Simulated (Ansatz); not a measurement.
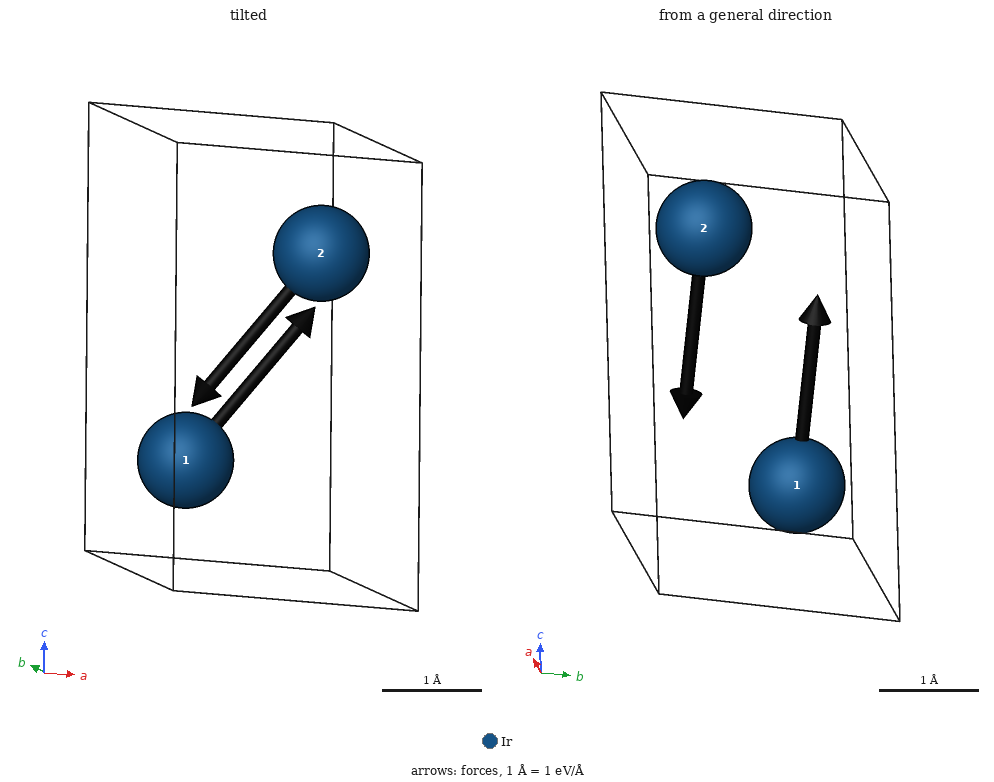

Spheres-only representation of a periodic structure, projected slightly off an axis and from a general direction. The outline marks the cell (the run's own, in a reduced setting). The arrows are the computed forces on the atoms.

System: Ir. Results below were computed with DFT PBE, scalar-relativistic, plane waves, PAW (Ansatz); the settings were a basis cut at 420 eV, k-points about 0.24 Å⁻¹ apart, Gaussian smearing of 0.15 eV, no spin polarisation.

Question: Is the structure at rest?

Answer: No. The atoms still feel forces of up to about 1.6 eV/Å, far above a usual threshold of 0.01 to 0.03 eV/Å.

Question: Which atom has the biggest force on it?

Answer: Ir1 and Ir2, about 1.6 eV/Å.

The structure was taken from a structure listed in the Materials Project. The cell was then strained or its atoms displaced on purpose. It went into a calculation with Ansatz.
